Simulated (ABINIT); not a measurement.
Single-point calculation of TaN

The run: single-point calculation of TaN (2 atoms in the cell). Method and program: Kohn-Sham DFT of a periodic cell, PBEsol, PseudoDojo NC SR PBEsol v0.4 stringent, no spin polarisation (ABINIT 10.8.3).

The structure derives from an entry of the Crystallography Open Database.

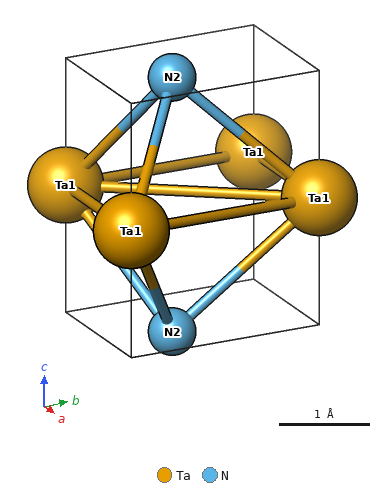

*The structure (ball-and-stick view of the cell of the calculation, seen slightly off an axis; atoms are numbered from 1 in the order of the input). An atom can appear more than once, as a periodic image.*

Near neighbours in the periodic cell (some may lie outside the picture): Ta has 6 N at 2.23 Å and 8 Ta at 2.88 to 2.94 Å; N has 6 Ta at 2.23 Å.

The input:
```
# Pseudopotentials
pp_dirpath "./"
pseudos "Ta.upf, N.upf"

# Structure
acell 3*1.0
rprim
     5.5520153542     0.0000000000     0.0000000000
    -2.7760076771     4.8081863389     0.0000000000
     0.0000000000     0.0000000000     5.4480804173
ntypat 2
znucl 73 7
natom 2
typat 1 2
xred
     0.0000000000     0.0000000000     0.5000000000
     0.6666666667     0.3333333333     0.0000000000

# Plane-wave basis
ecut 66.0

# k points
kptopt 1
ngkpt 8 8 8
nshiftk 1
shiftk 0.0 0.0 0.0

# Exchange and correlation
ixc -116133

# Bands and occupations
nband 30
occopt 3
tsmear 0.00183747

# SCF cycle
nstep 100
tolvrs 1.0e-10

# Output
iomode 3
prtwf 0
prtden 0
prteig 0
prtebands 0
enunit 1
```

Command:
```bash
abinit run.abi > log 2>&1
```

What the program printed:
```
.Version 10.8.3 of ABINIT
 Symmetries : space group P-6 m 2 (#187); Bravais hP (primitive hexag.)
================================================================================
 Values of the parameters that define the memory need of the present run
     intxc =       0    ionmov =       0      iscf =       7    lmnmax =       8
     lnmax =       8     mgfft =      45  mpssoang =       4    mqgrid =    3001
     natom =       2  nloc_mem =       1    nspden =       1   nspinor =       1
    nsppol =       1      nsym =      12    n1xccc =    2501    ntypat =       2
    occopt =       3   xclevel =       2
       mpw =        3752          nfft =       81000          nkpt =          50
================================================================================
================================================================================

--------------------------------------------------------------------------------
------------- Echo of variables that govern the present computation ------------
--------------------------------------------------------------------------------
 -outvars: echo values of preprocessed input variables --------
            acell      1.0000000000E+00  1.0000000000E+00  1.0000000000E+00 Bohr
              amu      1.80947900E+02  1.40067400E+01
             ecut      6.60000000E+01 Hartree
           enunit           1
              ixc     -116133
         kptrlatt        8    0    0      0    8    0      0    0    8
          kptrlen      4.35846433E+01
            natom           2
            nband          30
            ngfft          45      45      40
             nkpt          50
            nstep         100
             nsym          12
           ntypat           2
           occopt           3
           prtden           0
        prtebands           0
           prteig           0
            prtwf           0
            rprim      5.5520153542E+00  0.0000000000E+00  0.0000000000E+00
                      -2.7760076771E+00  4.8081863389E+00  0.0000000000E+00
                       0.0000000000E+00  0.0000000000E+00  5.4480804173E+00
          spgroup         187
           tolvrs      1.00000000E-10
           tsmear      1.83747000E-03 Hartree
            typat      1  2
           xangst      0.0000000000E+00  0.0000000000E+00  1.4414999990E+00
                       1.4689999990E+00  8.4812754486E-01  0.0000000000E+00
            xcart      0.0000000000E+00  0.0000000000E+00  2.7240402086E+00
                       2.7760076771E+00  1.6027287796E+00  0.0000000000E+00
             xred      0.0000000000E+00  0.0000000000E+00  5.0000000000E-01
                       6.6666666667E-01  3.3333333333E-01  0.0000000000E+00
            znucl       73.00000    7.00000

================================================================================

 chkinp: Checking input parameters for consistency.

================================================================================
== DATASET  1 ==================================================================

--- !DatasetInfo
iteration_state: {dtset: 1, }
dimensions: {natom: 2, nkpt: 50, mband: 30, nsppol: 1, nspinor: 1, nspden: 1, mpw: 3752, }
cutoff_energies: {ecut:  66.0, pawecutdg:  -1.0, }
electrons: {nelect:   3.20000000E+01, charge:   0.00000000E+00, occopt:   3.00000000E+00, tsmear:   1.83747000E-03, }
meta: {optdriver: 0, ionmov: 0, optcell: 0, iscf: 7, paral_kgb: 0, }
...

 Real(R)+Recip(G) space primitive vectors, cartesian coordinates (Bohr,Bohr^-1):
 R(1)=  5.5520154  0.0000000  0.0000000  G(1)=  0.1801148  0.1039893  0.0000000
 R(2)= -2.7760077  4.8081863  0.0000000  G(2)=  0.0000000  0.2079786  0.0000000
 R(3)=  0.0000000  0.0000000  5.4480804  G(3)=  0.0000000  0.0000000  0.1835509
 Unit cell volume ucvol=  1.4543718E+02 bohr^3
 Angles (23,13,12)=  9.00000000E+01  9.00000000E+01  1.20000000E+02 degrees

 getcut: wavevector=  0.0000  0.0000  0.0000  ngfft=  45  45  40
         ecut(hartree)=     66.000   => boxcut(ratio)=   2.00761

--- Pseudopotential description ------------------------------------------------
- pspini: atom type   1  psp file is ./Ta.upf
12 -116133 3 -1 1432                          pspcod,pspxc,lmax,lloc,mmax
     nproj     2     2     2     2

- pspini: atom type   2  psp file is ./N.upf
12 -116133 1 -1 1058                          pspcod,pspxc,lmax,lloc,mmax
     nproj     2     2     0     0

   1.67104119E+03                                ecore*ucvol(ha*bohr**3)
--------------------------------------------------------------------------------

================================================================================

--- !BeginCycle
iteration_state: {dtset: 1, }
solver: {iscf: 7, nstep: 100, nline: 4, wfoptalg: 0, }
tolerances: {tolvrs: 1.00E-10, }
...

     iter   Etot(hartree)      deltaE(h)  residm     vres2
 ETOT  1  -332.61475232031    -3.326E+02 1.547E+00 2.259E+03
 ETOT  2  -333.90592705299    -1.291E+00 7.571E-02 6.619E+03
 ETOT  3  -334.56649282122    -6.606E-01 9.498E-02 3.820E+01
 ETOT  4  -334.56904747544    -2.555E-03 2.081E-02 1.931E+01
 ETOT  5  -334.57051314074    -1.466E-03 4.072E-03 1.795E+00
 ETOT  6  -334.57067022119    -1.571E-04 4.066E-03 9.093E-02
 ETOT  7  -334.57067712744    -6.906E-06 6.405E-04 1.147E-02
 ETOT  8  -334.57067822299    -1.096E-06 4.381E-04 4.214E-05
 ETOT  9  -334.57067822802    -5.035E-09 2.424E-04 6.672E-06
 ETOT 10  -334.57067822863    -6.010E-10 1.810E-04 4.736E-09
 ETOT 11  -334.57067822862     8.242E-12 1.062E-04 1.310E-10
 ETOT 12  -334.57067822862    -5.969E-12 8.014E-05 1.610E-13

 At SCF step   12       vres2   =  1.61E-13 < tolvrs=  1.00E-10 =>converged.

 Cartesian components of stress tensor (hartree/bohr^3)
  sigma(1 1)=  1.80661186E-04  sigma(3 2)=  0.00000000E+00
  sigma(2 2)=  1.80661188E-04  sigma(3 1)=  0.00000000E+00
  sigma(3 3)=  1.87793624E-04  sigma(2 1)=  0.00000000E+00

--- !ResultsGS
iteration_state: {dtset: 1, }
comment   : Summary of ground state results
lattice_vectors:
- [  5.5520154,   0.0000000,   0.0000000, ]
- [ -2.7760077,   4.8081863,   0.0000000, ]
- [  0.0000000,   0.0000000,   5.4480804, ]
lattice_lengths: [   5.55202,    5.55202,    5.44808, ]
lattice_angles: [ 90.000,  90.000, 120.000, ] # degrees, (23, 13, 12)
lattice_volume:   1.4543718E+02
convergence: {deltae: -5.969E-12, res2:  1.610E-13, residm:  8.014E-05, diffor: null, }
etotal    :  -3.34570678E+02
entropy   :   0.00000000E+00
fermie    :   5.28123138E-01
cartesian_stress_tensor: # hartree/bohr^3
- [  1.80661186E-04,   0.00000000E+00,   0.00000000E+00, ]
- [  0.00000000E+00,   1.80661188E-04,   0.00000000E+00, ]
- [  0.00000000E+00,   0.00000000E+00,   1.87793624E-04, ]
pressure_GPa:  -5.3852E+00
xred      :
- [  0.0000E+00,   0.0000E+00,   5.0000E-01, Ta]
- [  6.6667E-01,   3.3333E-01,   0.0000E+00,  N]
cartesian_forces: # hartree/bohr
- [  1.93994076E-28,   1.12002532E-28,  -0.00000000E+00, ]
- [ -1.93994076E-28,  -1.12002532E-28,  -0.00000000E+00, ]
force_length_stats: {min:   2.24005064E-28, max:   2.24005064E-28, mean:   2.24005064E-28, }
...

 Integrated electronic density in atomic spheres:
 ------------------------------------------------
 Atom  Sphere_radius  Integrated_density
    1        2.00000         23.20126599
    2        2.00000          5.25578740
================================================================================

 ----iterations are completed or convergence reached----

 Mean square residual over all n,k,spin=   15.551E-08; max=  80.139E-06
 reduced coordinates (array xred) for    2 atoms
       0.000000000000      0.000000000000      0.500000000000
       0.666666666667      0.333333333333      0.000000000000
 rms dE/dt=  8.7941E-28; max dE/dt=  2.1541E-27; dE/dt below (all hartree)
    1       0.000000000000      0.000000000000      0.000000000000
    2       0.000000000000      0.000000000000      0.000000000000

 cartesian coordinates (angstrom) at end:
    1      0.00000000000000     0.00000000000000     1.44149999902310
    2      1.46899999901651     0.84812754486496     0.00000000000000

 cartesian forces (hartree/bohr) at end:
    1      0.00000000000000     0.00000000000000    -0.00000000000000
    2     -0.00000000000000    -0.00000000000000    -0.00000000000000
 frms,max,avg= 1.2932938E-28 1.9399408E-28   0.000E+00  0.000E+00  0.000E+00 h/b

 cartesian forces (eV/Angstrom) at end:
    1      0.00000000000000     0.00000000000000    -0.00000000000000
    2     -0.00000000000000    -0.00000000000000    -0.00000000000000
 frms,max,avg= 6.6503843E-27 9.9755765E-27   0.000E+00  0.000E+00  0.000E+00 e/A
 length scales=  1.000000000000  1.000000000000  1.000000000000 bohr
              =  0.529177210544  0.529177210544  0.529177210544 angstroms
 Fermi (or HOMO) energy (eV) =  14.37096   Average Vxc (eV)= -14.49640
 Eigenvalues (   eV  ) for nkpt=  50  k points:
 kpt#   1, nband= 30, wtk=  0.00195, kpt=  0.0000  0.0000  0.0000 (reduced coord)
 -54.13776  -20.43223  -20.17847  -20.17847   -5.72063   -5.72063   -5.71210   -5.70952
  -5.70952   -5.69052   -5.60147   -3.32324    9.78937    9.78937   10.14971   11.43450
  16.55695   17.93632   17.93632   18.34833   18.34833   27.23730   30.50803   30.50803
  32.75016   37.08712   37.08712   39.31710   44.06442   48.65612
 prteigrs : prtvol=0 or 1, do not print more k-points.

--- !EnergyTerms
iteration_state     : {dtset: 1, }
comment             : Components of total free energy in Hartree
kinetic             :  2.14336530304630E+02
hartree             :  9.85074189163007E+01
xc                  : -5.52304520433437E+01
Ewald energy        : -2.23162727127946E+02
psp_core            :  1.14897795518813E+01
local_psp           : -2.62986628425562E+02
non_local_psp       : -1.17524576535176E+02
internal            : -3.34570655359215E+02
'-kT*entropy'       : -2.28694081823620E-05
total_energy        : -3.34570678228623E+02
total_energy_eV     : -9.10413195185890E+03
band_energy         : -8.73203489223614E+00
...

 Cartesian components of stress tensor (hartree/bohr^3)
  sigma(1 1)=  1.80661186E-04  sigma(3 2)=  0.00000000E+00
  sigma(2 2)=  1.80661188E-04  sigma(3 1)=  0.00000000E+00
  sigma(3 3)=  1.87793624E-04  sigma(2 1)=  0.00000000E+00

-Cartesian components of stress tensor (GPa)         [Pressure= -5.3852E+00 GPa]
- sigma(1 1)=  5.31523561E+00  sigma(3 2)=  0.00000000E+00
- sigma(2 2)=  5.31523565E+00  sigma(3 1)=  0.00000000E+00
- sigma(3 3)=  5.52507917E+00  sigma(2 1)=  0.00000000E+00

== END DATASET(S) ==============================================================
================================================================================

 -outvars: echo values of variables after computation  --------
            acell      1.0000000000E+00  1.0000000000E+00  1.0000000000E+00 Bohr
           etotal     -3.3457067823E+02
            fcart      1.9399407612E-28  1.1200253207E-28 -0.0000000000E+00
                      -1.9399407612E-28 -1.1200253207E-28 -0.0000000000E+00
            rprim      5.5520153542E+00  0.0000000000E+00  0.0000000000E+00
                      -2.7760076771E+00  4.8081863389E+00  0.0000000000E+00
                       0.0000000000E+00  0.0000000000E+00  5.4480804173E+00
           strten      1.8066118648E-04  1.8066118775E-04  1.8779362413E-04
                       0.0000000000E+00  0.0000000000E+00  0.0000000000E+00
           xangst      0.0000000000E+00  0.0000000000E+00  1.4414999990E+00
                       1.4689999990E+00  8.4812754486E-01  0.0000000000E+00
             xred      0.0000000000E+00  0.0000000000E+00  5.0000000000E-01
                       6.6666666667E-01  3.3333333333E-01  0.0000000000E+00
 Calculation completed.
```

Summary:

| quantity | value |
| --- | --- |
| outcome | converged |
| space group (tolerance 0.01 Å) | P-6m2 (187) |
| electrons treated | 32 |
| free energy | −9104.1320 eV |
| Fermi energy | 14.371 eV |
| gap on the k-point mesh | none (metallic) |
| pressure | −5.39 GPa |
| largest force (length of the vector) | under 0.001 eV/Å |
| hardware | 1 thread of Arm Neoverse V1, 24 GiB of memory available, shared host |
| wall time | 3.8 min |
| peak memory | 0.16 GiB |

Remarks:

Spin–orbit coupling is left out, which matters for Ta. The cell is under a tension of 5.4 GPa at this level, so it is not at its equilibrium volume.
